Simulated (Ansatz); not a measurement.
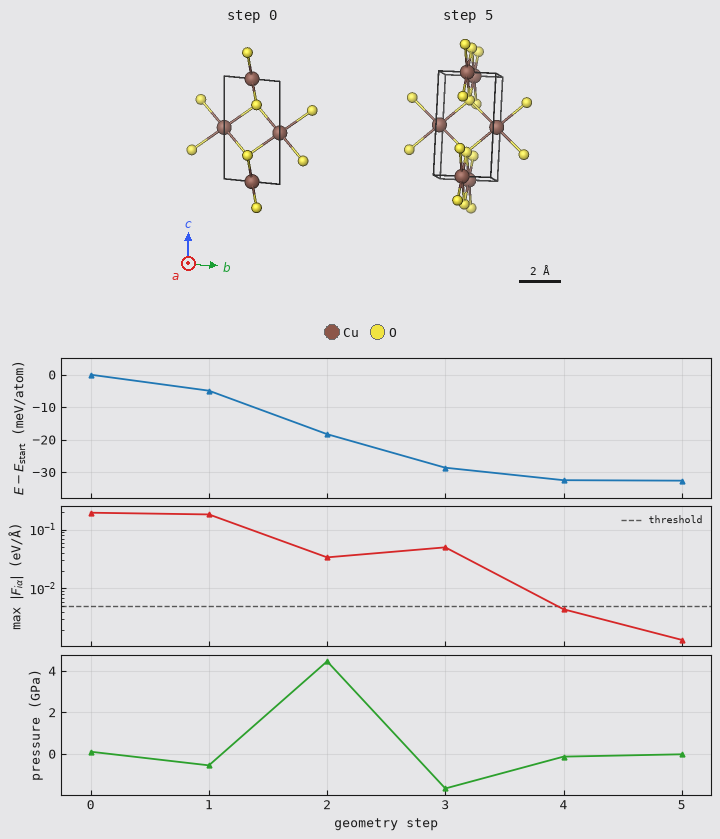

First and last geometry of a relaxation of a crystal of CuO (set up in C2/c), with the history of the run. A ball-and-stick model of the cell of the calculation, seen along the a axis.

Theory: DFT r2SCAN, scalar-relativistic, plane waves, PAW (Ansatz).

The input:
```yaml
crystal:
  lattice:
    - [2.34185, -1.7113, 0.0]
    - [2.34185, 1.7113, 0.0]
    - [-0.8500274268, 0.0, 5.0578693947]
  atoms:
    - { symbol: Cu, position: [0.0, 0.5, 0.0], spin: 0.7 }
    - { symbol: Cu, position: [0.5, 0.0, 0.5], spin: 0.7 }
    - { symbol: O, position: [0.5816, 0.4184, 0.25], spin: 0.35 }
    - { symbol: O, position: [0.4184, 0.5816, 0.75], spin: 0.35 }
basis:
  ecutwfc: 500
kpoints:
  mp_grid: { grid: [16, 16, 8] }
hamiltonian:
  xc: r2scan
scf:
  occupations: { method: gaussian, width: 0.1 }
output:
  forces: true
  stress: true
  eigenvalues: true
  populations: true
  write_density: true
  write_potential: true
  elf: true
  volumetric_format: npy
magnetization:
  spin_polarized: true
relax:
  adjacent_minimum: "off"
  f_tol: 0.005
  max_steps: 80
  cell: { stress_tol: 0.05 }
```

Run as
```bash
ansatz run input.yaml --threads 1 --pin off --max-ram 2560MiB --backend cpu --events-out ev --progress --plain --runs-dir out
```

### What do the curves and the structures tell?

The run was cut off at its time limit before the program reported convergence, but its last step already meets the force threshold: the largest component is 0.0013 eV/Å against 0.005 eV/Å. The pressure is within 0.02 GPa of its target. Over 5 geometry steps the energy falls by 32.6 meV per atom. Largest force component: 0.19 eV/Å at the start, 0.0013 eV/Å at the end. The pressure goes from 0.10 to −0.02 GPa. The largest moves relative to the cell, 0.31 Å, are those of O3 and O4. O4 goes along [1 −1 0]. Cu stays in place. The volume changes by +5.7 %, with a = b 2.900 → 2.884 Å (−0.6 %), c 5.129 → 5.165 Å (+0.7 %), α 97.7° → 90.3°, β 97.7° → 90.3°, γ 72.3° → 86.1°. Near-neighbour distances that change, for instance: Cu1–O3 1.961 → 1.936 Å. Among the angles between lasting bonds that change: Cu1–O3–Cu2 145.8° → 119.6°, Cu1–O3–Cu2 104.0° → 114.0°, Cu1–O3–Cu2 108.8° → 118.1°. The space group stays C2/c (No. 15). The run took 31 min on 1 thread of Arm Neoverse V1, with other jobs on the host, peak memory 1.4 GiB.

```json
{"step": "0", "E − E(0), meV/atom": "0.00", "largest force component, eV/Å": "0.1927", "pressure, GPa": "0.10", "volume, Å³/atom": "10.135"}
{"step": "1", "E − E(0), meV/atom": "-4.92", "largest force component, eV/Å": "0.1802", "pressure, GPa": "-0.55", "volume, Å³/atom": "10.246"}
{"step": "2", "E − E(0), meV/atom": "-18.29", "largest force component, eV/Å": "0.0337", "pressure, GPa": "4.46", "volume, Å³/atom": "10.258"}
{"step": "3", "E − E(0), meV/atom": "-28.61", "largest force component, eV/Å": "0.0499", "pressure, GPa": "-1.67", "volume, Å³/atom": "10.739"}
{"step": "4", "E − E(0), meV/atom": "-32.45", "largest force component, eV/Å": "0.0044", "pressure, GPa": "-0.13", "volume, Å³/atom": "10.716"}
{"step": "5", "E − E(0), meV/atom": "-32.60", "largest force component, eV/Å": "0.0013", "pressure, GPa": "-0.02", "volume, Å³/atom": "10.715"}
```
